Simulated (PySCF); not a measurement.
**CdSe: 7 runs along one coordinate**

System: CdSe (F-43m, 2 atoms in the cell).
Method: Kohn-Sham DFT of a periodic cell in Gaussian orbitals, PBEsol, DZVP-MOLOPT-SR/GTH-PBE, no spin polarisation (PySCF 2.14.0).

The 7 runs differ only in the geometry, by an even scaling of the cell at fixed fractional positions. The structure derives from a Materials Project entry.

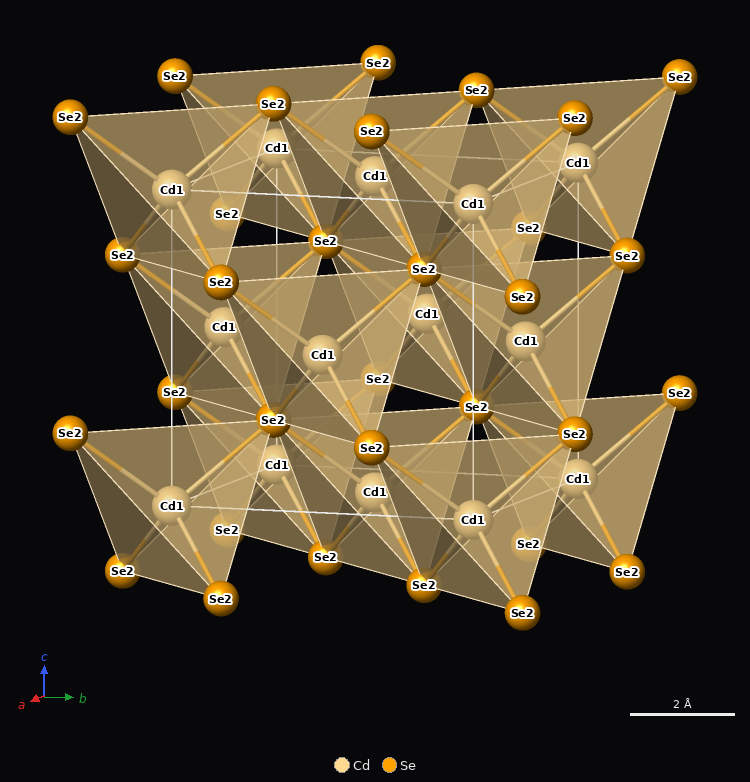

Figure 1. The structure of run 4 (polyhedral view of the cell 4 times as large as that of the calculation, set on its symmetry axes, seen slightly off an axis; polyhedra are completed across the faces of the cell; atoms are numbered from 1 in the order of the input).

### Input of run 4
```python
import json
import numpy as np
from pyscf.pbc import gto, scf, dft, df

cell = gto.Cell()
cell.basis = {'Cd': 'DZVP-MOLOPT-SR-GTH-q12', 'Se': 'DZVP-MOLOPT-SR-GTH-q6'}
cell.pseudo = {'Cd': 'GTH-PBE-q12', 'Se': 'GTH-PBE-q6'}
cell.fromfile('CdSe.cif')
cell.ke_cutoff = 78  # hartree
cell.exp_to_discard = 0.02
cell.precision = 1e-08
cell.space_group_symmetry = True
cell.symmorphic = False
cell.max_memory = 5040  # MB
cell.verbose = 4
cell.build()

res = {}
kpts = cell.make_kpts([4, 4, 4], space_group_symmetry=True, time_reversal_symmetry=True)
cell.space_group_symmetry = False  # the mesh holds the operations; no search on the supercells of the integral code
mf = dft.KRKS(cell, kpts, xc='pbesol')
mf = mf.multigrid_numint()
mf = mf.smearing(sigma=0.00183747, method='fermi')  # hartree
mf.conv_tol = 1e-07
mf.max_cycle = 60

mf.kernel()
res.update(converged=bool(mf.converged), e_tot=mf.e_tot, nelec=cell.nelectron, nao=cell.nao, mesh=list(map(int, cell.mesh)), a=cell.lattice_vectors().tolist(), coords=cell.atom_coords().tolist(),
           mo_energy=[np.real(x).tolist() for x in mf.mo_energy], mo_occ=[np.real(x).tolist() for x in mf.mo_occ])
res.update(e_free=mf.e_free, e_zero=mf.e_zero)
res.update(kpts=kpts.kpts_scaled_ibz.tolist(), weights=kpts.weights_ibz.tolist())
res['parts'] = {k: float(np.real(v)) for k, v in mf.scf_summary.items() if np.isscalar(v)}
json.dump(res, open('results.json', 'w'))
if not mf.converged:
    raise SystemExit('SCF not converged')

print('levels (eV)')
for i, kp in enumerate(res['kpts'][:40]):
    print('k %7.4f %7.4f %7.4f  ' % tuple(kp), ' '.join('%.3f' % (x * 27.211386) for x in res['mo_energy'][i][:14]))

mf = mf.to_khf()  # unfold to the whole mesh
kpts = mf.kpts
# Mulliken populations
dm, s = np.asarray(mf.make_rdm1()), np.asarray(mf.get_ovlp())
sites = cell.aoslice_by_atom()[:, 2:]
tot = np.einsum('kij,kji->i', dm, s).real / len(kpts)
res['mulliken'] = [cell.atom_charge(i) - tot[a0:a1].sum() for i, (a0, a1) in enumerate(sites)]
print('Mulliken charges', np.round(res['mulliken'], 5))
res['done'] = True
json.dump(res, open('results.json', 'w'))
```

### File CdSe.cif of run 4
```
data_CdSe
_cell_length_a 4.34201917
_cell_length_b 4.34201917
_cell_length_c 4.34201917
_cell_angle_alpha 60.00000000
_cell_angle_beta 60.00000000
_cell_angle_gamma 60.00000000
_space_group_name_H-M_alt 'P1'
_space_group_name_Hall 'P 1'
_space_group_IT_number 1
loop_
_space_group_symop_operation_xyz
'x,y,z'
loop_
_atom_site_label
_atom_site_type_symbol
_atom_site_symmetry_multiplicity
_atom_site_Wyckoff_symbol
_atom_site_fract_x
_atom_site_fract_y
_atom_site_fract_z
_atom_site_occupancy
Cd1 Cd 1 a 0.0000000000 0.0000000000 0.0000000000 1
Se1 Se 1 a 0.2500000000 0.2500000000 0.2500000000 1
```

Command:
```bash
OMP_NUM_THREADS=4 python -u run.py > log
```

Lattice vectors (Å) and fractional positions of run 4:
```
   0.000000    3.070271    3.070271
   3.070271    0.000000    3.070271
   3.070271    3.070271    0.000000
Cd  0.000000  0.000000  0.000000
Se  0.250000  0.250000  0.250000
```

Run 6 has the same physical settings and fractional positions; its lattice vectors (Å) are:
```
   0.000000    3.110674    3.110674
   3.110674    0.000000    3.110674
   3.110674    3.110674    0.000000
```

### Results, with one run withheld

```tsv
run	volume per atom (Å³)	free energy per atom, from the lowest run given (meV)	gap on the mesh (eV)
1	27.206	19.92	0.50
2	27.784	8.36	0.46
3	28.363	2.16	0.42
4	28.942	0.00	0.37
5	29.521	1.45	0.33
6	30.100	?	?
7	30.679	13.63	0.26
```

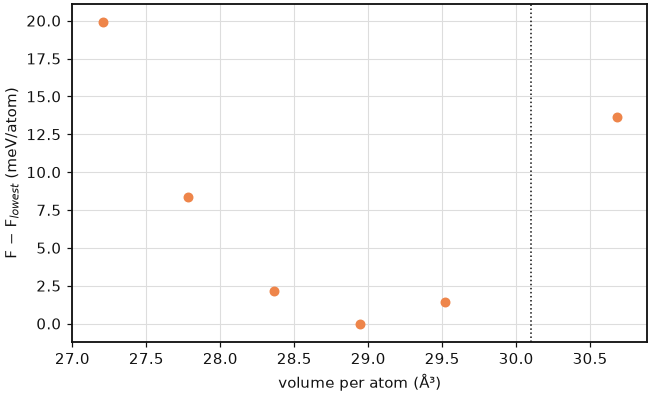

Figure 2. Free energy per atom of the runs given; the dotted line marks run 6.

What should run 6 give?

A cubic polynomial in V^(−2/3) (the Birch–Murnaghan form), fitted to the 6 runs given, misses them by at most 0.12 meV per atom. With x = V^(−2/3) − 0.10665 Å⁻², it reads F = 0.32028 + 1175 x + 9.3726e+05 x² + 1.2269e+07 x³ (meV per atom). At run 6 it gives 6.23 meV per atom, and the run itself gives 6.11. The fit has its minimum at 28.970 Å³ per atom, where V d²F/dV² gives 50.5 GPa: the bulk modulus at this level, since symmetry fixes the shape and the positions. The gap on the mesh goes, without turning, from 0.50 eV in run 1 to 0.26 eV in run 7; run 6 has 0.29 eV. These are gaps of this functional on this mesh, which can miss the band edges; they aren't the measured gap.

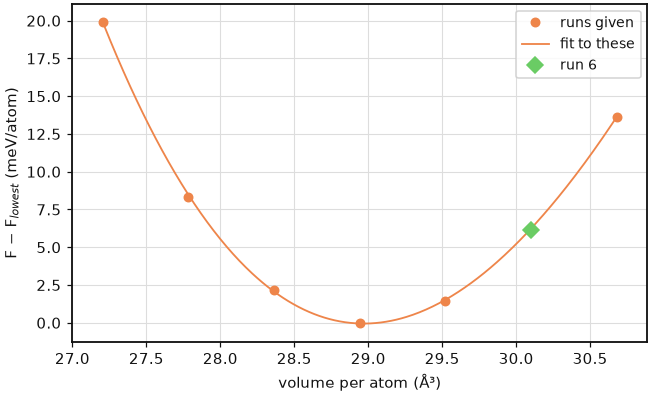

Figure 3. The fit and the withheld run.

### Output, shortened to warnings, some set-up lines, iterations and results (run 6)
```
k-points in IBZ                         weights
[...]
cycle= 1 E= -55.4226133000088  delta_E= 0.0189  |g|= 0.328  |ddm|= 6.52
cycle= 2 E= -55.4197888423442  delta_E= 0.00282  |g|= 0.376  |ddm|= 3.84
cycle= 3 E= -55.4301231033907  delta_E= -0.0103  |g|= 0.0418  |ddm|= 3.16
cycle= 4 E= -55.430273278999  delta_E= -0.00015  |g|= 0.00157  |ddm|= 0.209
cycle= 5 E= -55.4302743432275  delta_E= -1.06e-06  |g|= 0.000164  |ddm|= 0.0114
cycle= 6 E= -55.4302742959174  delta_E= 4.73e-08  |g|= 3.67e-06  |ddm|= 0.00067
    sigma = 0.00183747  Optimized mu = 0.174575464687  entropy = 0.0215031853094
nelec by numeric integration = 18.000000000000995
    Total E(T) = -55.4302742948802  Free energy = -55.4303138063381  E0 = -55.4302940506091
Extra cycle  E= -55.4302742948802  delta_E= 1.04e-09  |g|= 2.91e-06  |ddm|= 2.33e-05
converged SCF energy = -55.4302742948802
levels (eV)
k  0.0000  0.0000  0.0000   -7.679 -3.125 -3.125 -3.125 -2.803 -2.803 4.574 4.574 4.574 4.868 10.402 10.402 10.402 15.791
k  0.5000  0.5000 -0.0000   -7.249 -2.952 -2.903 -2.903 -2.750 -2.502 0.677 2.860 2.860 7.625 8.210 13.469 14.506 14.506
k  0.5000  0.5000  0.5000   -7.353 -3.044 -3.044 -2.782 -2.782 -2.555 0.425 3.881 3.881 6.771 10.911 10.911 11.746 15.404
k  0.7500  0.5000  0.2500   -7.252 -2.963 -2.961 -2.834 -2.795 -2.397 0.776 2.488 2.527 9.479 9.687 10.835 12.150 14.749
k  0.7500  0.7500 -0.0000   -7.466 -3.022 -3.022 -2.977 -2.810 -2.777 2.038 3.613 3.613 7.640 8.721 12.095 12.095 12.435
k  0.7500  0.7500  0.2500   -7.304 -3.004 -2.971 -2.856 -2.772 -2.525 0.809 2.697 3.329 8.124 9.623 11.565 12.406 14.266
k  0.7500  0.7500  0.5000   -7.358 -3.021 -3.018 -2.813 -2.810 -2.623 1.105 2.648 3.854 8.124 10.347 10.828 11.591 14.284
k  0.7500  0.7500  0.7500   -7.519 -3.078 -3.078 -2.936 -2.801 -2.801 1.973 4.199 4.199 6.637 10.451 10.911 10.911 14.786
Mulliken charges [ 0.42736 -0.42736]
```
